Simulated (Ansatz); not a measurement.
Consider Mn.

```
CELL_PARAMETERS angstrom
0.00000 0.00000 -3.08100
3.08100 -3.08100 0.00000
-3.08100 -3.08100 0.00000
ATOMIC_POSITIONS crystal
Mn 0.50000 0.50000 0.00000
Mn 0.00000 0.00000 0.00000
Mn 0.50000 0.00000 0.50000
Mn 0.00000 0.50000 0.50000
```

Space group Im-3m; computed pressure about −17 GPa in this cell; spin-polarised.

The calculation used DFT, PBE, PAW, plane waves, scalar-relativistic in Ansatz 0.2.0.

> What can the converged valence pseudo-density, electron localisation function and spin density tell about the bonding?

Mn–Mn (2.67 Å): ρ is about 0.26 e/Å³ halfway; the ELF is about 0.30 at the midpoint: no localised pair shows between them.
The spin density sits on Mn: +2.9 μB (×2) and −2.9 μB (×2) in one cell of 4 atoms: antiferromagnetic in this solution, which needn't be the ground state, with some nearest magnetic neighbours parallel and some opposed. The cell of the calculation (2 atoms) carries 0.0 μB of net spin moment.

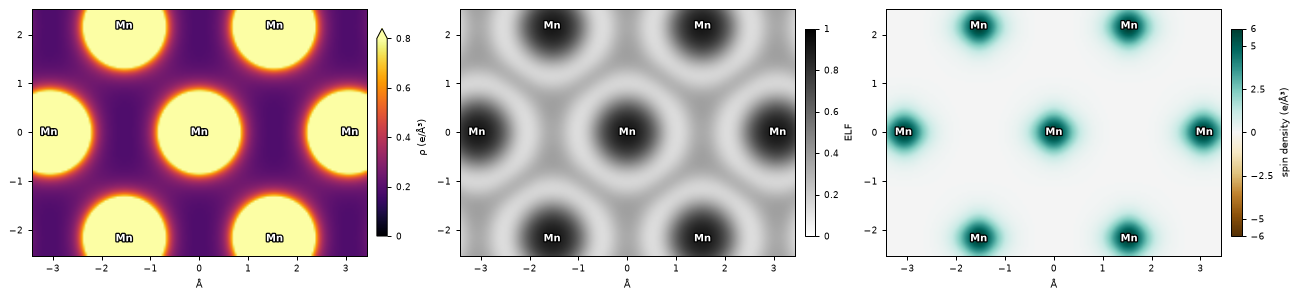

Computed valence pseudo-density, electron localisation function and spin density on the (001) plane of the cell of the magnetic structure, in this order. 

In a PAW calculation such maps are meaningful between the atoms, not at the nuclei.
